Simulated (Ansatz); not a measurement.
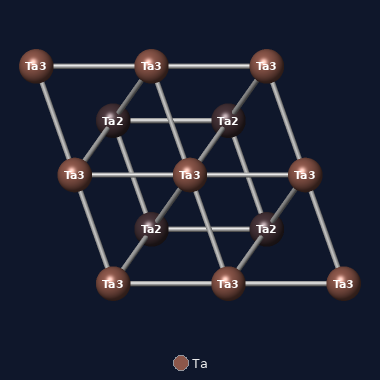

The system is H on a Ta(110) slab cut from the Im-3m phase, its upper half relaxed before the scan (3 atoms of substrate and one adsorbate in a 1 × 1 cell); the picture shows it without the atoms that are moved over the map. H is moved over the surface cell; relaxed at each place: the height of the adsorbate's atoms; substrate rigid; the origin of the map has the adsorbate above Ta3. Places are given modulo a cell vector. The map is drawn in real space over the plane of the surface. Grid: 6 × 6 points; 13 points were computed and 23 follow by symmetry. Energies are in eV, from the lowest grid point. With one adsorbate in each 1 × 1 cell, its nearest image is 2.9 Å away, so neighbouring adsorbates interact. All numbers below come from DFT PBE, scalar-relativistic, plane waves, PAW in Ansatz. Settings: cutoff 420 eV, k-mesh 10×10×1, gaussian smearing 0.1 eV, no spin polarisation.

Range: position of H4 along the first surface vector from 0.000 to 0.833; position of H4 along the second surface vector from 0.000 to 0.833.

> Predict the map.

The lowest grid point is at (2/6, 4/6) of the cell vectors [nearest 1 Ta at 1.91 Å]; the map holds 2 wells of about this depth. The bottom of the well lies between grid points, at about (0.35, 0.65) of the cell vectors, about 0.024 eV lower on the interpolated surface. No other kind of well shows on this grid. The highest grid point, the top site over a surface Ta atom, (0/6, 0/6) of the cell vectors, lies 1.41 eV above the lowest. On the interpolated surface the easiest way out of the lowest well to a well of about the same depth near (4/6, 2/6) of the cell vectors [nearest 1 Ta at 1.91 Å] passes a barrier of about 0.29 eV, counted from the interpolated bottom of the well. At the lowest point the adsorbate has 1 Ta at 1.91 Å as nearest neighbours, at the highest 1 Ta at 1.81 Å. Its relaxed height above the top atom is 1.09 Å at the lowest and 1.81 Å at the highest point.

| second ↓, first → | 0/6 | 1/6 | 2/6 | 3/6 | 4/6 | 5/6 |
| --- | --- | --- | --- | --- | --- | --- |
| 5/6 | 1.21 | 0.91 | 0.38 | 0.25 | 0.82 | 1.16 |
| 4/6 | 0.74 | 0.38 | 0.00 | 0.26 | 0.69 | 0.82 |
| 3/6 | 0.28 | 0.25 | 0.26 | 0.27 | 0.26 | 0.25 |
| 2/6 | 0.74 | 0.82 | 0.69 | 0.26 | 0.00 | 0.38 |
| 1/6 | 1.21 | 1.16 | 0.82 | 0.25 | 0.38 | 0.91 |
| 0/6 | 1.41 | 1.21 | 0.74 | 0.28 | 0.74 | 1.21 |

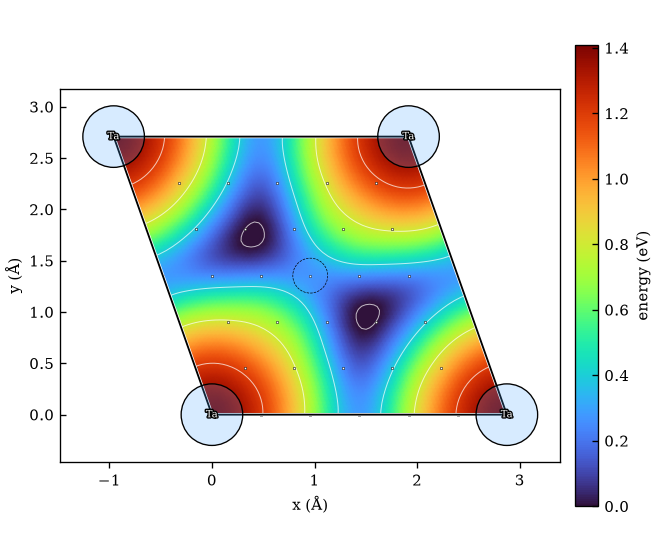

The picture shows a smooth colour map with a few white contour lines, dots at the grid points, labelled circles for the atoms of the top layer and small ones for the second layer, the outline of one cell of the plane. Between grid points the surface is interpolated.

Each point was launched as `ansatz run input.yaml --threads 1 --pin off --max-ram 3072MiB --backend cpu --events-out ev --progress --plain --runs-dir out`. The whole map (13 points run) took 11 min on 1 thread of Arm Neoverse V2 (shared host).

PAW datasets: the set soft_1.
